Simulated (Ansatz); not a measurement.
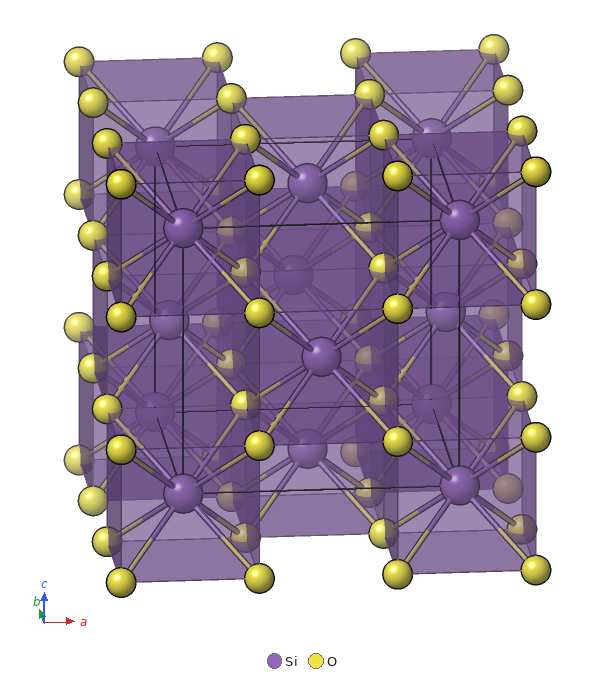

An orthographic polyhedral view of the structure, from a general direction. The lines enclose the conventional unit cell; boundary atoms appear with their images. Some neighbours outside the box are added.

SiO2, space group Fm-3m (No. 225), a = 4.53 Å, b = 4.53 Å, c = 4.53 Å, α = 90.00°, β = 90.00°, γ = 90.00°.

Level of theory and settings: DFT r2SCAN, scalar-relativistic, plane waves, PAW (Ansatz 0.2.0), a kinetic-energy cutoff of 500 eV, k-points about 0.26 Å⁻¹ apart, Gaussian smearing of 0.02 eV, no spin polarisation.

### How large a gap does the method give, if there is one?

A semiconductor at this level, with a gap of 2.71 eV on the k-mesh (the true edges may lie between mesh points, so the gap can be somewhat smaller).

It goes back to a structure listed in the Materials Project, with elements exchanged, so it need not be a known form of the compound. A relaxation with DFT r2SCAN, scalar-relativistic, plane waves, PAW in Ansatz gave the geometry drawn.
